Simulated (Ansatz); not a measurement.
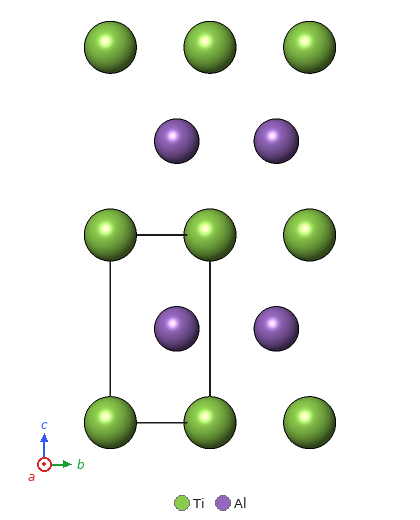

The picture looks along a close-packed row of the hexagonal mesh; c points upwards. Every atom sits on one of the three columns of the mesh; call them A, B, C in the order in which they first turn up. The sequence starts with the first layer at or above the cell's origin.

TiAl: the input geometry of an electronic-structure calculation (not necessarily at equilibrium).

Q: Read off the stacking sequence over one period.

A: Ti(A) – Al(B) (two layers in 4.68 Å).

Q: Taking all atoms as equal spheres, what packing is it?

A: As equal spheres, AB: hexagonal close packing.

Heights of the layers:

| layer | atoms (column) | height (Å) | to next (Å) |
| --- | --- | --- | --- |
| 1 | Ti(A) | 0.00 | 2.34 |
| 2 | Al(B) | 2.34 | 2.34 |
